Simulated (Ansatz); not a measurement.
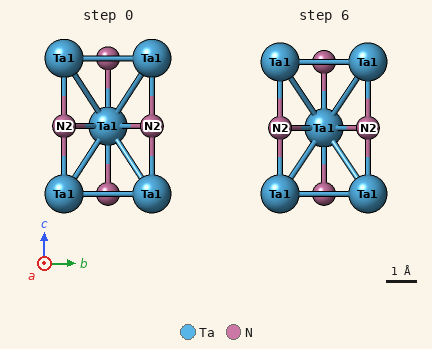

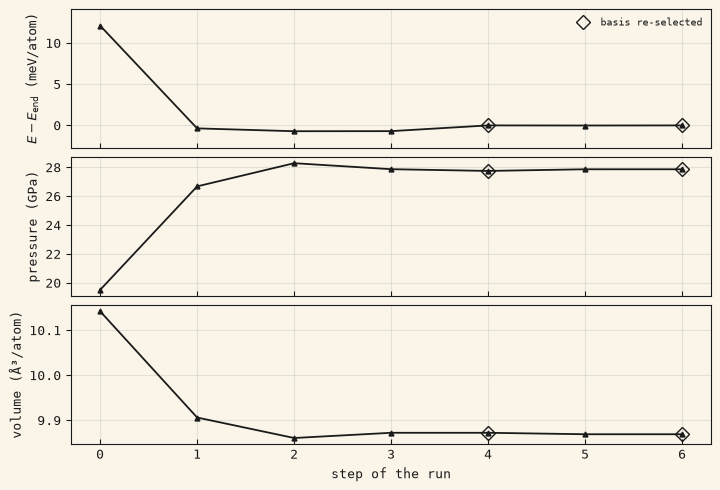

First and last geometry of a relaxation of solid TaN (set up in I4/mmm), with the history of the run. Style: ball-and-stick. Shown: the conventional cell (2 times the calculation's cell), along the a axis. Lengths and directions refer to the drawn axes.

Case: film's bulk on the substrate's plane, third vector and atoms relaxed.

Method: DFT PBEsol, scalar-relativistic, plane waves, PAW in Ansatz. (plane-wave cutoff 420 eV; k-point mesh 12 × 12 × 15; occupations gaussian; smearing width 0.1 eV; no spin polarisation; cell relaxed at fixed a, b, gamma; force threshold 0.01 eV/Å; at most 50 steps)

**What do the curves and the structures tell?**

It converged. The energy falls by 12.1 meV per atom in 4 accepted moves (6 points after the start). All forces vanish by symmetry, so only the cell relaxes. Pressure: 19.52 GPa at the start and 27.87 GPa at the end. At 2 points the geometry stayed and the basis and grid were re-selected for the new cell (energy shift of 0.7 meV per atom at most each time). No atom moves by more than 0.005 Å relative to the cell. The drawn cell changes as follows: a = b unchanged at 2.973 Å, c 4.591 → 4.467 Å (−2.7 %); the volume changes by −2.7 %. Near-neighbour distances that change, for instance: Ta1–N2 2.296 → 2.234 Å, Ta1–Ta1 3.113 → 3.068 Å. The space group stays I4/mmm (No. 139). Cost: 31 s on 2 threads of Arm Neoverse V2, with other jobs on the host, peak memory 0.45 GiB.

| step | E − E(0), meV/atom | pressure, GPa | volume, Å³/atom | note |
| --- | --- | --- | --- | --- |
| 0 | 0.00 | 19.52 | 10.142 |  |
| 1 | -12.49 | 26.69 | 9.906 |  |
| 2 | -12.83 | 28.29 | 9.861 |  |
| 3 | -12.82 | 27.88 | 9.872 |  |
| 4 | -12.12 | 27.75 | 9.872 | same geometry, new basis |
| 5 | -12.14 | 27.87 | 9.869 |  |
| 6 | -12.12 | 27.87 | 9.869 | same geometry, new basis |
